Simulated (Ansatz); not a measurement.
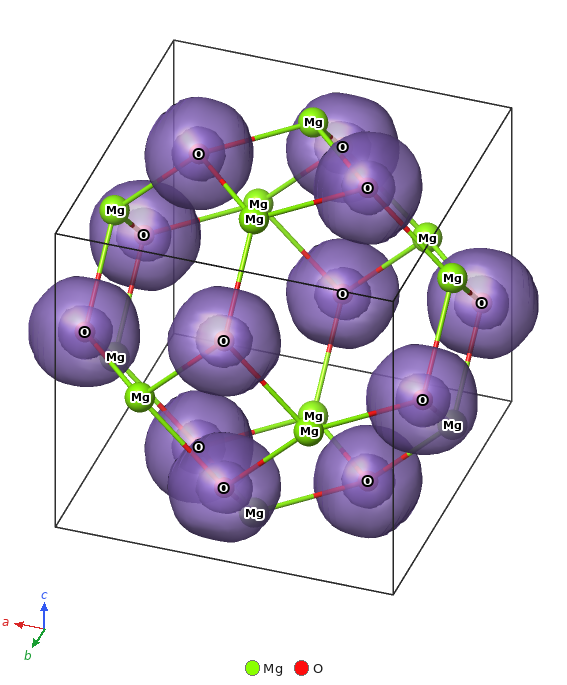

The picture shows: MgO. Isosurface of the electron localisation function at 0.75 (purple), seen at an oblique angle. Only the valence region is drawn (cores and ρ < 0.01 e/Å³ removed). Sticks mark near contacts.

Space group Pm-3n; a structure from a database of computed crystals, not necessarily the ambient phase; computed pressure about −4 GPa in this cell.

Level of theory: Ansatz, DFT PBEsol, plane waves, PAW.

The calculation's input:

```
crystal:
  lattice:
    bravais: cubic
    a: 5.640578
  space_group: 223
  atoms:
    - { symbol: Mg, position: [0.25, 0.0, 0.5] }
    - { symbol: O, position: [0.25, 0.5, 0.0] }
basis:
  ecutwfc: 550.0
kpoints:
  mp_grid:
    grid: [4, 4, 4]
hamiltonian:
  xc: pbesol
  dispersion: d3bjatm
scf:
  occupations:
    method: fixed
output:
  write_density: true
  write_potential: true
  volumetric_format: npy
  elf: true
  stress: true
  cutoff_correction: 756.0
```

Command:

```sh
python mgo_scf.py
```

Below, planes, directions and counts refer to the conventional cell (a = 5.64 Å, b = 5.64 Å, c = 5.64 Å, α = 90.00°, β = 90.00°, γ = 90.00°).

Question: Where are the electrons localised?

Answer: The ELF exceeds this value in six regions wrapped around O (the valence shell of each), counted in one cell of 12 atoms. Any copies at cell faces, edges or corners count once. Along the contacts the grid gives the following. Mg–O (1.99 Å): the ELF peaks at about 0.85 in the valence shell of O, 0.6 Å from its nucleus, and is about 0.35 at the midpoint: an ionic contact with no shared pair.
